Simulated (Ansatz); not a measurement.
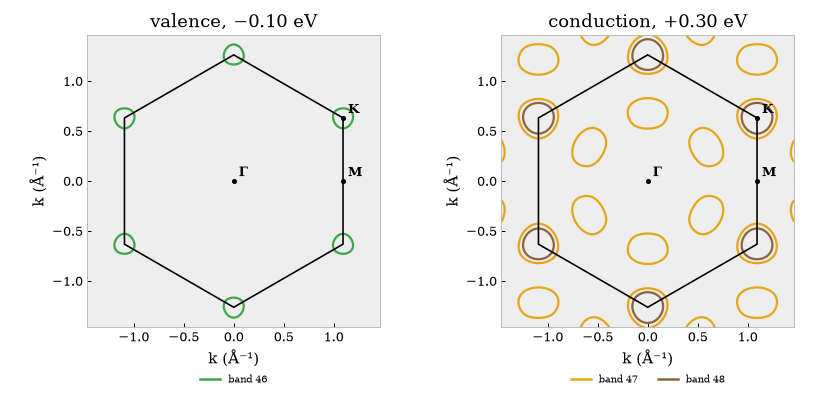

One free-standing WSe₂ layer cut from the bulk crystal (space group of the slab cell P-6m2): constant-energy contours at both band edges (energies from each edge).

Method: Ansatz 0.2.0, DFT PBE, spin-orbit coupling, plane waves, PAW; levels and slopes on a dense k mesh at the converged density. Non-magnetic. k mesh for the levels: 48×48×1. Unrelaxed database geometry. The cell comes from a database of computed structures, not from a measurement.

Masses come from a second pass at points close to the extrema; at the energies drawn a band may no longer be parabolic.

**What kind of gap has this crystal, and what size does the calculation give?**

The gap is direct, 1.24 eV at this level of theory, which underestimates gaps and can reorder valleys that lie close.

**Give the valleys and their effective masses.**

Valence band (extrema up to 0.10 eV from the edge): two equivalent maxima at K, mass 0.34 mₑ in all directions. Band 46 forms the valence edge.
Conduction band (extrema up to 0.30 eV from the edge): two equivalent minima at K, mass 0.38 mₑ in all directions; six equivalent minima on the K–Γ line, 0.12 eV above the edge, principal masses 0.43 and 0.77 mₑ. Band 47 forms the conduction edge; band 48 begins 0.03 eV higher (at K). Another band lies within 0.06 eV there, so the masses may hold only close to the extrema.

Cost: 11 min on 2 threads of Arm Neoverse N1 (shared host), peak memory 1.9 GiB.
